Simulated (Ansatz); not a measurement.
## Sn: geometry relaxation (part 2 of 3)

Sn (P6₃/mmc, 4 atoms in the cell); DFT PBEsol, scalar-relativistic, plane waves, PAW, no spin polarisation (Ansatz 0.2.0); cutoff 420 eV, 12×12×4 k-mesh, Gaussian smearing of 0.1 eV. The structure was made by swapping elements on the sites of another compound; it need not be a known phase. It belongs to a series of runs on one base structure; here: Co -> Sn on all its sites, cell and atoms relaxed.

Geometry of the input (Å; fractional positions):
```
2.6229  0.0000  0.0000
-1.3115  2.2715  0.0000
0.0000  0.0000  8.5088
Sn 0.0000  0.0000  0.0000
Sn 0.3333  0.6667  0.2500
Sn 0.0000  0.0000  0.5000
Sn 0.6667  0.3333  0.7500
```

### What the program printed, continued
```
SCF iter   1: F=—  HF=-23798.932783 eV  |F-HF|=—  |Δ(HF+E_count)|=         —  Δρ=8.61e-4  dr2=7.45e-4  ethr=6.97e-7  ⟨swp⟩=3.0  Hψ=12462  notcnv=0
eigensolver tolerance schedule calibrated: the retry pair's looser diagonalisation under-reported the residual by θ = 0.48 (0.13/decade); ethr = c·dr2/N_el runs at the constant in force after the calibration composes with the one it found (an armed cap, an earlier calibration), c = 5.9e-2
preconditioner: auto → Kerker (q_TF=auto, 2.481 Å⁻¹)  [metal: Δε(μ)=0.102 eV  Ē_g=19.496 eV  σ=0.100 eV  W_gap=0.49  n_scr=26 (ndim 8)  ℏωp=27.9 eV  f_vac=0.000  D(μ)=1.39/eV (n_scr^D=4)]
SCF iter   2: F=—  HF=-23798.932671 eV  |F-HF|=—  |Δ(HF+E_count)|=   1.11e-4  Δρ=5.53e-4  dr2=2.81e-4  ethr=6.97e-7  ⟨swp⟩=2.0  Hψ=3528  notcnv=0
SCF iter   3: F=—  HF=-23798.932617 eV  |F-HF|=—  |Δ(HF+E_count)|=   5.39e-5  Δρ=1.01e-4  dr2=1.17e-5  ethr=2.95e-7  ⟨swp⟩=2.5  Hψ=3527  notcnv=0
SCF iter   4: F=-23798.932614 eV  HF=-23798.932614 eV  |F-HF|=1.12e-7  |Δ(HF+E_count)|=   3.15e-6  Δρ=2.00e-5  dr2=2.56e-7  ethr=4.19e-10  ⟨swp⟩=5.6  Hψ=9236  notcnv=0
the search or the solves at the SCF's close seem to have found levels that the self-consistency loop had missed (the run counts 1). By its estimate they hold under 1e-12 electrons; where the run keeps them, the occupations were computed again with them
SCF 9 converged in 4 iterations: F = -23798.932614 eV  dr2 = 2.56e-7
  greatest PAW one-centre occupation: 0.991 electrons in one spin orbital (limit 2), on the Sn atom at site 3 (counted from 0), in its partial waves of l = 2
relax step   9: F+E_penalty+E_count = -23798.93261439 eV  Δ(F+E_penalty+E_count) = -1.757e-1 eV  max|allowed force component| = 3.585e-17 eV/Å  Δτ_max = 0.0000 Å  P = +3.927 GPa  Ω = 99.145 Å³  energy of the carried Pulay correction = -1.406e-3 eV  (4 SCF iters, dr2 threshold 4.00e-7 eV, accepted)
Crystal: 4 atoms, lattice volume = 104.238 Å³
Basis set: ecut = 420 eV, 2027 PW (Γ), exchange–correlation on 48×48×144 points (8 copies of the dense FFT grid, shifted against one another)
iter 1 solved again at ethr=5.64e-7 eV; its pass at ethr=3.10e-3 eV (dr2=3.16e-4 eV) is discarded
SCF iter   1: F=—  HF=-23799.001362 eV  |F-HF|=—  |Δ(HF+E_count)|=         —  Δρ=7.79e-4  dr2=6.57e-4  ethr=5.64e-7  ⟨swp⟩=3.0  Hψ=12481  notcnv=0
eigensolver tolerance schedule calibrated: the retry pair's looser diagonalisation under-reported the residual by θ = 0.52 (0.14/decade); ethr = c·dr2/N_el runs at the constant in force after the calibration composes with the one it found (an armed cap, an earlier calibration), c = 5.2e-2
preconditioner: auto → Kerker (q_TF=auto, 2.460 Å⁻¹)  [metal: Δε(μ)=0.074 eV  Ē_g=19.322 eV  σ=0.100 eV  W_gap=0.40  n_scr=26 (ndim 8)  ℏωp=27.2 eV  f_vac=0.000  D(μ)=1.50/eV (n_scr^D=4)]
SCF iter   2: F=—  HF=-23799.001261 eV  |F-HF|=—  |Δ(HF+E_count)|=   1.01e-4  Δρ=5.02e-4  dr2=2.48e-4  ethr=5.64e-7  ⟨swp⟩=2.2  Hψ=3525  notcnv=0
SCF iter   3: F=—  HF=-23799.001214 eV  |F-HF|=—  |Δ(HF+E_count)|=   4.64e-5  Δρ=9.71e-5  dr2=1.16e-5  ethr=2.30e-7  ⟨swp⟩=2.4  Hψ=3531  notcnv=0
SCF iter   4: F=-23799.001212 eV  HF=-23799.001212 eV  |F-HF|=8.99e-8  |Δ(HF+E_count)|=   2.89e-6  Δρ=1.93e-5  dr2=2.75e-7  ethr=3.70e-10  ⟨swp⟩=5.4  Hψ=9187  notcnv=0
SCF 10 converged in 4 iterations: F = -23799.001212 eV  dr2 = 2.75e-7
relax step  10: F+E_penalty+E_count = -23799.00121162 eV  Δ(F+E_penalty+E_count) = -6.860e-2 eV  max|allowed force component| = 4.510e-17 eV/Å  Δτ_max = 0.0000 Å  P = +0.658 GPa  Ω = 104.238 Å³  energy of the carried Pulay correction = -2.969e-3 eV  (4 SCF iters, dr2 threshold 4.00e-7 eV, accepted)
Crystal: 4 atoms, lattice volume = 105.320 Å³
Basis set: ecut = 420 eV, 2123 PW (Γ), exchange–correlation on 48×48×144 points (8 copies of the dense FFT grid, shifted against one another)
iter 1 solved again at ethr=2.30e-8 eV; its pass at ethr=3.10e-3 eV (dr2=1.29e-5 eV) is discarded
SCF iter   1: F=—  HF=-23799.003618 eV  |F-HF|=—  |Δ(HF+E_count)|=         —  Δρ=1.68e-4  dr2=3.27e-5  ethr=2.30e-8  ⟨swp⟩=4.1  Hψ=11993  notcnv=0
eigensolver tolerance schedule calibrated: the retry pair's looser diagonalisation under-reported the residual by θ = 0.61 (0.12/decade); ethr = c·dr2/N_el runs at the constant in force after the calibration composes with the one it found (an armed cap, an earlier calibration), c = 7.2e-2
preconditioner: auto → Kerker (q_TF=auto, 2.456 Å⁻¹)  [metal: Δε(μ)=0.072 eV  Ē_g=19.274 eV  σ=0.100 eV  W_gap=0.39  n_scr=38 (ndim 8)  ℏωp=27.1 eV  f_vac=0.000  D(μ)=1.65/eV (n_scr^D=4)]
SCF iter   2: F=—  HF=-23799.003611 eV  |F-HF|=—  |Δ(HF+E_count)|=   6.79e-6  Δρ=1.10e-4  dr2=1.28e-5  ethr=2.30e-8  ⟨swp⟩=2.3  Hψ=3448  notcnv=0
SCF iter   3: F=—  HF=-23799.003609 eV  |F-HF|=—  |Δ(HF+E_count)|=   2.60e-6  Δρ=2.15e-5  dr2=6.19e-7  ethr=1.64e-8  ⟨swp⟩=2.8  Hψ=3390  notcnv=0
SCF iter   4: F=-23799.003608 eV  HF=-23799.003608 eV  |F-HF|=2.56e-9  |Δ(HF+E_count)|=   1.50e-7  Δρ=4.46e-6  dr2=1.58e-8  ethr=5.11e-10  ⟨swp⟩=6.1  Hψ=7299  notcnv=0
SCF 11 converged in 4 iterations: F = -23799.003608 eV  dr2 = 1.58e-8
relax step  11: F+E_penalty+E_count = -23799.00360848 eV  Δ(F+E_penalty+E_count) = -2.397e-3 eV  max|allowed force component| = 6.245e-17 eV/Å  Δτ_max = 0.0000 Å  P = +0.085 GPa  Ω = 105.320 Å³  energy of the carried Pulay correction = -3.309e-3 eV  (4 SCF iters, dr2 threshold 4.00e-7 eV, accepted)
iter 1 solved again at ethr=4.04e-7 eV; its pass at ethr=3.10e-3 eV (dr2=2.26e-4 eV) is discarded
SCF iter   1: F=—  HF=-23799.006277 eV  |F-HF|=—  |Δ(HF+E_count)|=         —  Δρ=1.14e-4  dr2=2.23e-6  ethr=4.04e-7  ⟨swp⟩=2.9  Hψ=12685  notcnv=0
preconditioner: auto → Kerker (q_TF=auto, 2.456 Å⁻¹)  [metal: Δε(μ)=0.071 eV  Ē_g=19.270 eV  σ=0.100 eV  W_gap=0.39  n_scr=38 (ndim 8)  ℏωp=27.1 eV  f_vac=0.000  D(μ)=1.65/eV (n_scr^D=4)]
SCF iter   2: F=—  HF=-23799.006279 eV  |F-HF|=—  |Δ(HF+E_count)|=   1.14e-6  Δρ=5.52e-5  dr2=5.19e-7  ethr=3.98e-9  ⟨swp⟩=2.1  Hψ=3475  notcnv=0
SCF iter   3: F=—  HF=-23799.006279 eV  |F-HF|=—  |Δ(HF+E_count)|=   7.51e-7  Δρ=1.46e-5  dr2=7.57e-8  ethr=9.27e-10  ⟨swp⟩=2.0  Hψ=3507  notcnv=0
SCF iter   4: F=-23799.006279 eV  HF=-23799.006279 eV  |F-HF|=5.82e-11  |Δ(HF+E_count)|=   3.13e-8  Δρ=1.30e-6  dr2=8.44e-10  ethr=7.14e-12  ⟨swp⟩=4.2  Hψ=8424  notcnv=0
SCF 12 converged in 4 iterations: F = -23799.006279 eV  dr2 = 8.44e-10
relax step  12: F+E_penalty+E_count = -23799.00627937 eV  Δ(F+E_penalty+E_count) = -2.671e-3 eV  max|allowed force component| = 5.146e-17 eV/Å  Δτ_max = 0.0000 Å  P = +0.064 GPa  Ω = 105.320 Å³  stress off target by 2.61e-1 GPa  SCF on the basis re-selected at this cell (its energy is not comparable with the rows above)  (4 SCF iters)
```

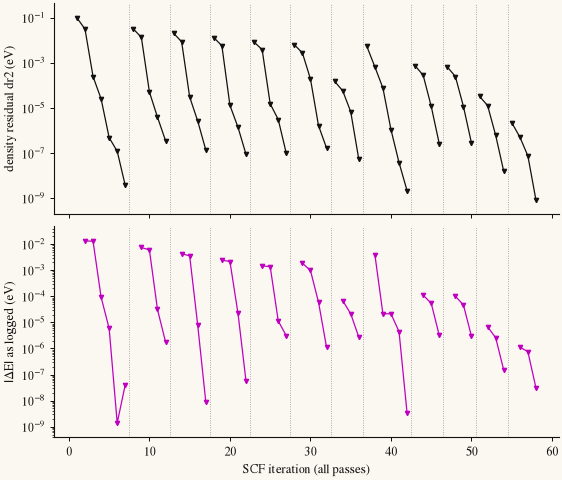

Fig. 1: Convergence of the self-consistent field: density residual dr2 and size of the energy change against the SCF iteration. The dotted lines part the SCF passes of the relaxation: geometry steps, rejected trials and re-solves on a re-selected basis. The 12 passes take 4 to 7 iterations each, 58 in all.

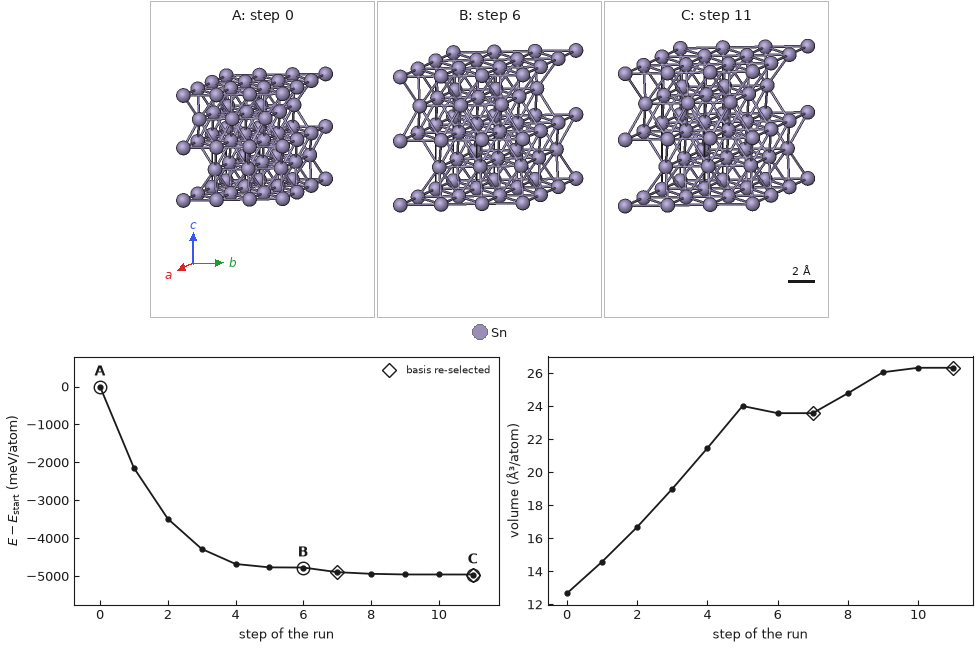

Fig. 2: Frames of the relaxation (ball-and-stick view of the cell of the calculation, repeated 3 × 3 × 1, seen slightly off an axis) above the curves, on which the letters mark them (the first geometry is step 0 here and step 1 in the log).

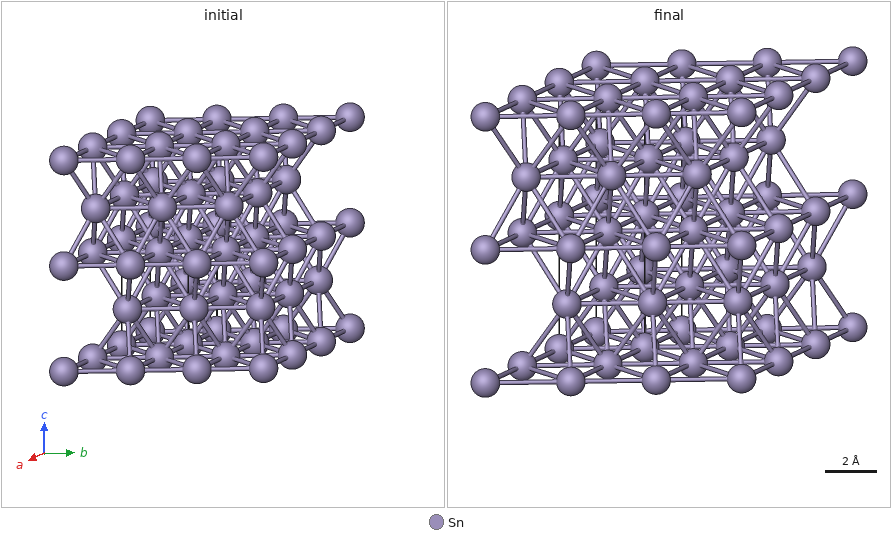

Fig. 3: Before (left) and after (right) the relaxation, at one scale (ball-and-stick view of the cell of the calculation, repeated 3 × 3 × 1, seen slightly off an axis). After 9 geometry steps the energy has fallen by 4956 meV per atom. All forces vanish by symmetry, so only the cell relaxes. The pressure goes from 234.63 to 0.06 GPa. The basis was re-selected once at an unchanged geometry, which shifts the energy a little without any move. The atoms keep their places relative to the cell (all moves are under 0.005 Å). Cell: a = b 2.623 → 3.367 Å (+28.4 %), c 8.509 → 10.728 Å (+26.1 %). Volume +107.8 %. Distances before and after: Sn1–Sn1 2.623 → 3.367 Å, Sn1–Sn2 2.611 → 3.312 Å. The space group stays P6_3/mmc (No. 194). The energy change given includes the shifts at the re-selections in mid-walk, which come without any move. A last SCF at the same geometry on a re-selected plane-wave basis shifts the energy by −0.7 meV per atom. (Atoms are counted from 1 in the order of the input.)

```
basis re-selected at this cell: Δ(F+E_penalty+E_count) = -2.671e-3 eV, ΔP = -0.021 GPa vs the last step (what re-selecting the basis moved, of the pressure what is left beyond the Pulay correction that the steps carried, after the strain that the cell walked since its last selection, with what the two solves' SCF thresholds leave and, on support functions, any second-order correction that the steps lacked; it is no measure of the basis error at this ecutwfc). This SCF's stress stands 2.61e-1 GPa from its target on what of the cell is left free (relax.cell.stress_tol is 5.00e-1 GPa) and its largest allowed force component is 5.15e-17 eV/Å (relax.f_tol is 5.00e-2 eV/Å): within both
SCF converged after 4 iterations
Free energy (F): -23799.006279 eV
Harris-Foulkes:  -23799.006279 eV  (|F-HF|=5.82e-11)
Internal energy: -23798.998049 eV  (E = F + TS)
E sigma→0 (E₀):  -23799.002164 eV
Entropy (-TS):   -0.008230 eV (-2.058 meV/atom)
Fermi energy:    11.163326 eV
--- Per-component energies (eV) ---
  E_band       = -303.465149
  E_kinetic    = 747.033846
  E_local      = -3212.742720  (includes V_loc(G=0)·N_el)
  E_nonlocal   = -123.568545
  E_hartree    = 2041.954138
  E_xc         = -1519.707028
  E_vxc        = -390.481161  (∫ρ·V_xc dr)
  E_paw        = -16253.523050  (= ΣΔE_a)
  E_vpaw       = -1407.612554  (= ΣTr[D̂ρ^β])
  E_aug_tail   = -0.000002  (compensation charges beyond the density's cutoff)
  E_ewald      = -5479.584047
  E_core_change = 1.139359  (= ΣΔE_core)
  E_smearing   = -0.008230  (= −TS)
  E_closure    = 0.000000  (closes the sum)
  Σ components = -23799.006279   (vs F -23799.006279, Δ=0.00e0)
--- Forces (eV/Å), atoms counted from 1 ---
  atom   1  Sn    -0.00000000     0.00000000    -0.00000000
  atom   2  Sn     0.00000000    -0.00000000     0.00000000
  atom   3  Sn     0.00000000     0.00000000     0.00000000
  atom   4  Sn    -0.00000000     0.00000000    -0.00000000
  max |Σ_I F_I| component: 1.85e-17 eV/Å
--- Stress (GPa, compression-positive) ---
       -0.033998      -0.000000       0.000000
       -0.000000      -0.033998      -0.000000
        0.000000      -0.000000       0.260876
  P = ⅓ Tr σ = 0.0643 GPa (0.643 kbar)
--- Band table (eV; the first three rows and the last of 57) ---
  k-point 0: bands = ["-10.2756", "-10.2736", "-10.2736", "-10.2698", "-10.2679", "-10.2679", "-10.2653", "-10.2642", "-10.2476", "-10.2476", "-10.2444", "-10.2444", "-10.2035", "-10.2035", "-10.1691", "-10.1691", "-10.1457", "-10.1457", "-10.1015", "-10.1015", "-0.1622", "1.2113", "1.2173", "4.6254", "6.4781", "12.5857", "12.5928", "16.8440", "16.8440", "17.6619", "17.6619", "17.8019", "17.8019", "18.8467"]
  k-point 1: bands = ["-10.2749", "-10.2709", "-10.2700", "-10.2700", "-10.2657", "-10.2657", "-10.2649", "-10.2642", "-10.2515", "-10.2515", "-10.2493", "-10.2493", "-10.1988", "-10.1988", "-10.1770", "-10.1770", "-10.1349", "-10.1349", "-10.1060", "-10.1060", "-0.0765", "0.6113", "1.9870", "3.9441", "7.3311", "10.6485", "14.6531", "16.9069", "16.9069", "17.3701", "17.3701", "18.1217", "18.1217", "18.7050"]
  k-point 2: bands = ["-10.2731", "-10.2731", "-10.2644", "-10.2644", "-10.2617", "-10.2617", "-10.2617", "-10.2617", "-10.2579", "-10.2579", "-10.2579", "-10.2579", "-10.1887", "-10.1887", "-10.1887", "-10.1887", "-10.1184", "-10.1184", "-10.1184", "-10.1184", "0.1811", "0.1811", "2.9164", "2.9164", "8.8717", "8.8717", "16.7693", "16.7693", "17.0887", "17.0887", "17.0887", "17.0887", "18.4763", "18.4763"]
  k-point 56: bands = ["-10.3156", "-10.3156", "-10.2719", "-10.2719", "-10.2191", "-10.2191", "-10.2184", "-10.2184", "-10.1922", "-10.1922", "-10.1919", "-10.1919", "-10.1650", "-10.1650", "-10.1580", "-10.1580", "-10.1124", "-10.1124", "-10.0983", "-10.0983", "5.5657", "5.5657", "5.5841", "5.5841", "7.9182", "7.9182", "9.1662", "9.1662", "10.0131", "10.0131", "10.0460", "10.0460", "14.4508", "14.4508"]
--- Relaxed structure (10 steps of the walk, 10 accepted, 2 SCFs on fresh bases) ---
  F+E_penalty+E_count = -23799.00627937 eV   max|allowed force component| = 5.146e-17 eV/Å   (the final SCF, on the basis selected at the relaxed cell)
  cell:  # Å, volume = 105.3197 Å³
    - [3.3668877588191255, 3.705580080707749e-11, 2.6424670753756013e-17]
    - [-1.683443879441654, 2.915810330809689, -1.3212335377129864e-17]
    - [8.572309765092719e-17, 2.5976494057426826e-32, 10.728069979845426]
  atoms:
    - { symbol: Sn, position: [3.2949449474456383e-34, -1.5980297217922378e-34, -2.623002153208934e-36] }
    - { symbol: Sn, position: [0.3333333333333333, 0.6666666666666667, 0.25] }
    - { symbol: Sn, position: [-1.5407439555097887e-33, -1.675309224530383e-34, 0.5] }
    - { symbol: Sn, position: [0.6666666666666669, 0.3333333333333333, 0.7500000000000001] }
```

### Trajectory as extended XYZ (Å, eV, eV/Å), 12 frames, from step=1 to step=12
```
4
Lattice="2.6229 0.0000 0.0000 -1.3115 2.2715 0.0000 0.0000 0.0000 8.5088" Properties=species:S:1:pos:R:3:forces:R:3 step=1 energy=-23779.17974 pressure_GPa=234.63
Sn    0.0000    0.0000    0.0000    0.0000   0.0000   0.0000
Sn    0.0000    1.5143    2.1272    0.0000   0.0000   0.0000
Sn    0.0000    0.0000    4.2544    0.0000   0.0000   0.0000
Sn    1.3115    0.7572    6.3816    0.0000   0.0000   0.0000
4
Lattice="2.7477 0.0000 0.0000 -1.3739 2.3796 0.0000 0.0000 0.0000 8.9232" Properties=species:S:1:pos:R:3:forces:R:3 step=2 energy=-23787.75477 pressure_GPa=135.41
Sn    0.0000    0.0000    0.0000    0.0000   0.0000   0.0000
Sn    0.0000    1.5864    2.2308    0.0000   0.0000   0.0000
Sn    0.0000    0.0000    4.4616    0.0000   0.0000   0.0000
Sn    1.3739    0.7932    6.6924    0.0000   0.0000   0.0000
4
Lattice="2.8732 0.0000 0.0000 -1.4366 2.4883 0.0000 0.0000 0.0000 9.3374" Properties=species:S:1:pos:R:3:forces:R:3 step=3 energy=-23793.12107 pressure_GPa=75.60
Sn    0.0000    0.0000    0.0000    0.0000   0.0000   0.0000
Sn    0.0000    1.6589    2.3343    0.0000   0.0000   0.0000
Sn    0.0000    0.0000    4.6687    0.0000   0.0000   0.0000
Sn    1.4366    0.8294    7.0030    0.0000   0.0000   0.0000
4
Lattice="3.0012 0.0000 0.0000 -1.5006 2.5991 0.0000 0.0000 0.0000 9.7431" Properties=species:S:1:pos:R:3:forces:R:3 step=4 energy=-23796.30532 pressure_GPa=38.80
Sn    0.0000    0.0000    0.0000    0.0000   0.0000   0.0000
Sn    0.0000    1.7328    2.4358    0.0000   0.0000   0.0000
Sn    0.0000    0.0000    4.8716    0.0000   0.0000   0.0000
Sn    1.5006    0.8664    7.3073    0.0000   0.0000   0.0000
4
Lattice="3.1324 0.0000 0.0000 -1.5662 2.7127 0.0000 0.0000 0.0000 10.1055" Properties=species:S:1:pos:R:3:forces:R:3 step=5 energy=-23797.89472 pressure_GPa=15.04
Sn    0.0000    0.0000    0.0000    0.0000   0.0000   0.0000
Sn    0.0000    1.8085    2.5264    0.0000   0.0000   0.0000
Sn    0.0000    0.0000    5.0527    0.0000   0.0000   0.0000
Sn    1.5662    0.9042    7.5791    0.0000   0.0000   0.0000
4
Lattice="3.2635 0.0000 0.0000 -1.6318 2.8263 0.0000 0.0000 0.0000 10.4148" Properties=species:S:1:pos:R:3:forces:R:3 step=6 energy=-23798.25251 pressure_GPa=-2.73
Sn    0.0000    0.0000    0.0000    0.0000   0.0000   0.0000
Sn    0.0000    1.8842    2.6037    0.0000   0.0000   0.0000
Sn    0.0000    0.0000    5.2074    0.0000   0.0000   0.0000
Sn    1.6318    0.9421    7.8111    0.0000   0.0000   0.0000
4
Lattice="3.2388 0.0000 0.0000 -1.6194 2.8049 0.0000 0.0000 0.0000 10.3834" Properties=species:S:1:pos:R:3:forces:R:3 step=7 energy=-23798.27097 pressure_GPa=0.12
Sn    0.0000    0.0000    0.0000    0.0000   0.0000   0.0000
Sn    0.0000    1.8699    2.5959    0.0000   0.0000   0.0000
Sn    0.0000    0.0000    5.1917    0.0000   0.0000   0.0000
Sn    1.6194    0.9350    7.7876    0.0000   0.0000   0.0000
4
Lattice="3.2388 0.0000 0.0000 -1.6194 2.8049 0.0000 0.0000 0.0000 10.3834" Properties=species:S:1:pos:R:3:forces:R:3 step=8 energy=-23798.75692 pressure_GPa=8.00
Sn    0.0000    0.0000    0.0000    0.0000   0.0000   0.0000
Sn    0.0000    1.8699    2.5959    0.0000   0.0000   0.0000
Sn    0.0000    0.0000    5.1917    0.0000   0.0000   0.0000
Sn    1.6194    0.9350    7.7876    0.0000   0.0000   0.0000
4
Lattice="3.2989 0.0000 0.0000 -1.6494 2.8569 0.0000 0.0000 0.0000 10.5197" Properties=species:S:1:pos:R:3:forces:R:3 step=9 energy=-23798.93261 pressure_GPa=3.93
Sn    0.0000    0.0000    0.0000    0.0000   0.0000   0.0000
Sn    0.0000    1.9046    2.6299    0.0000   0.0000   0.0000
Sn    0.0000    0.0000    5.2599    0.0000   0.0000   0.0000
Sn    1.6494    0.9523    7.8898    0.0000   0.0000   0.0000
```
